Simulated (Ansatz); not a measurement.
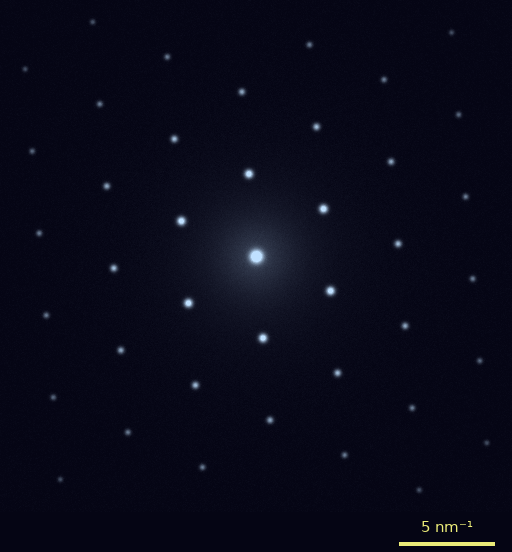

The pattern is a kinematic simulation for 120 kV electrons (no multiple scattering; isotropic B = 0.8 Å²).

It belongs to Ti, space group Im-3m (No. 229), a = 3.26 Å. Structure: the input geometry of an electronic-structure calculation (not necessarily at equilibrium); the starting structure was generated, so it need not be a known form of this composition.

| atom | site | symmetry | x | y | z |
| --- | --- | --- | --- | --- | --- |
| Ti | 2a | m-3m | 0.0000 | 0.0000 | 0.0000 |

Q: Determine the zone axis from the geometry of the pattern.

A: The spots form a hexagonal net with both shortest vectors at d = 2.30 Å, 60.0° apart. They index as -1 1 0 and -1 0 1, so the zone axis is [111] (or an equivalent direction of <111>).
